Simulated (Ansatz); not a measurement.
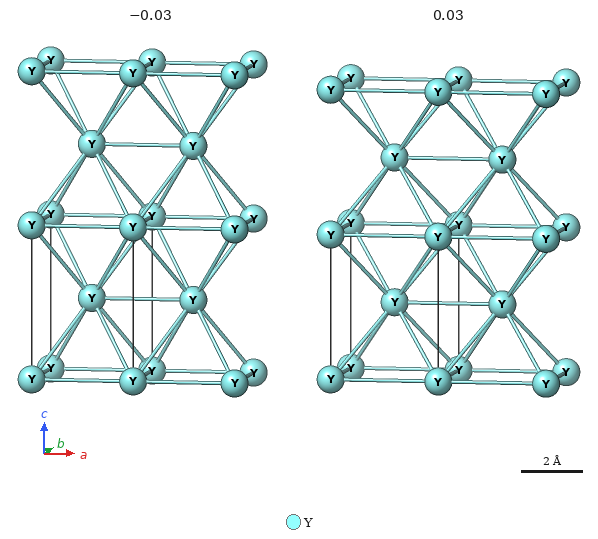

Solid Y (set up in Fm-3m), under biaxial strain in the a–b plane (c relaxed, atoms fixed by symmetry), with energies (extrapolated to zero smearing) counted from the relaxed crystal, which is the row at zero; the cubic crystal is set up in a tetragonal cell with a = a(cubic)/√2 and c = a(cubic). The picture shows the first and the last member. Style: ball-and-stick. Shown: the cell of the calculation, repeated 2 × 1 × 2 with one cell outlined, slightly off an axis.

Computed with Ansatz 0.2.0: DFT PBEsol, scalar-relativistic, plane waves, PAW. Set-up: plane-wave cutoff 420 eV; k-point mesh 14 × 14 × 10; occupations gaussian; smearing width 0.1 eV; no spin polarisation; force threshold 0.008 eV/Å.

| strain | energy (meV/atom) | a (Å) | c (Å) |
| --- | --- | --- | --- |
| −0.03 | 11.11 | 3.414 | 5.125 |
| −0.02 | 4.66 | 3.449 | 5.076 |
| −0.01 | ? | ? | ? |
| 0.0 | 0.00 | 3.519 | 4.977 |
| 0.01 | 1.21 | 3.554 | 4.923 |
| 0.02 | 4.64 | 3.590 | 4.871 |
| 0.03 | 10.15 | 3.625 | 4.818 |

Question: Estimate the missing row from the others, and compare with the calculation.

Answer: A parabola through three neighbouring rows (−0.03, −0.02, 0.0) gives, with Lagrange weights, (−0.3333)(11.11) + (1.0000)(4.66) + (0.3333)(0.00) = 0.96 meV/atom. The calculation gives 1.07 meV/atom (a = 3.484 Å, c = 5.026 Å). The estimate is 0.11 meV/atom too low. From the first member to the last: Y–Y 3.414 → 3.625 Å.

The whole series:

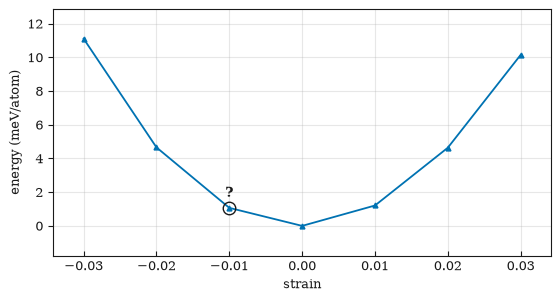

Each member starts from this one structure; whether another phase lies lower wasn't checked.
